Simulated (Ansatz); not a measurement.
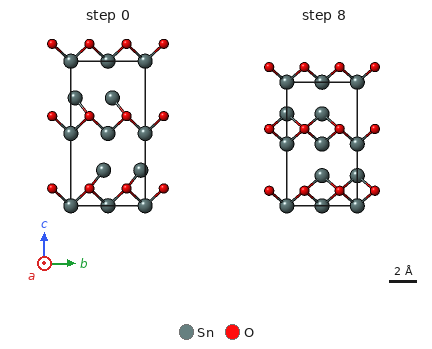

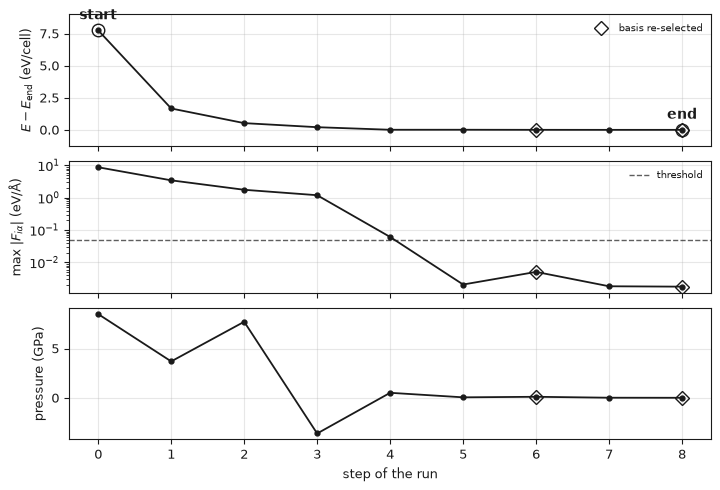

First and last geometry of a relaxation of solid SnO (set up in Cmc2_1) (coarse preliminary run), with the history of the run. A ball-and-stick model of the conventional cell (2 times the calculation's cell), seen along the a axis. Lengths and directions refer to the drawn axes.

Level of theory: DFT PBE+D3(BJ), scalar-relativistic, plane waves, PAW in Ansatz 0.2.0.

Input file:
```yaml
crystal:
  lattice:
    - [2.5, -2.86, 0.0]
    - [2.5, 2.86, 0.0]
    - [0.0, 0.0, 11.12]
  atoms:
    - { symbol: Sn, position: [0.0, 0.0, 0.0] }
    - { symbol: Sn, position: [0.0, 0.0, 0.5] }
    - { symbol: Sn, position: [0.559, 0.441, 0.254] }
    - { symbol: Sn, position: [0.441, 0.559, 0.754] }
    - { symbol: O, position: [0.93, 0.43, 0.38] }
    - { symbol: O, position: [0.07, 0.57, 0.88] }
    - { symbol: O, position: [0.57, 0.07, 0.38] }
    - { symbol: O, position: [0.43, 0.93, 0.88] }
basis:
  ecutwfc: 420
kpoints:
  mp_grid: { grid: [6, 6, 2] }
hamiltonian:
  xc: pbe
  dispersion: d3bj
scf:
  occupations: { method: gaussian, width: 0.1 }
output:
  forces: true
  stress: true
  eigenvalues: true
relax:
  adjacent_minimum: "off"
  f_tol: 0.05
  max_steps: 80
  cell: { stress_tol: 0.5 }
```

Command:
```bash
ansatz run input.yaml --threads 2 --pin off --max-ram 5120MiB --backend cpu --events-out ev --progress --plain --runs-dir out
```

**What do the curves and the structures tell?**

It converged. The largest moves relative to the cell, 0.38 Å, are those of O5, O6, O7 and O8. O8 goes along +a. By element the largest moves are O 0.38 Å, Sn 0.32 Å. Cell: a 5.000 → 5.418 Å (+8.4 %), b 5.720 → 5.419 Å (−5.3 %), c 11.120 → 9.509 Å (−14.5 %). Volume −12.2 %. Some distances before and after: O5–O7 1.800 → 2.709 Å, Sn3–O5 2.765 → 2.240 Å, Sn1–O6 2.527 → 2.241 Å, Sn3–O5 (another image) 1.992 → 2.241 Å. New bonds form: Sn3–O5 (2.77 → 2.24 Å), Sn3–O7 (2.77 → 2.24 Å), Sn4–O6 (2.77 → 2.24 Å), Sn4–O8 (2.77 → 2.24 Å). Bond angles that change, for instance: Sn1–O6–Sn4 127.7° → 105.6°, Sn1–O6–Sn1 108.3° → 117.5°, O5–Sn2–O5 108.3° → 117.5°. The space group (tolerance 0.01 Å) goes from Cmc2_1 (No. 36) to P4/nmm (No. 129). Over 6 accepted moves (8 points after the start) the energy falls by 7.749 eV per cell of the calculation. The largest force component goes from 8.7 to 0.0018 eV/Å. The pressure goes from 8.48 to 0.01 GPa. At 2 points the geometry stayed and the basis and grid were re-selected for the new cell (energy shift of 6.0 meV per cell of the calculation at most each time).
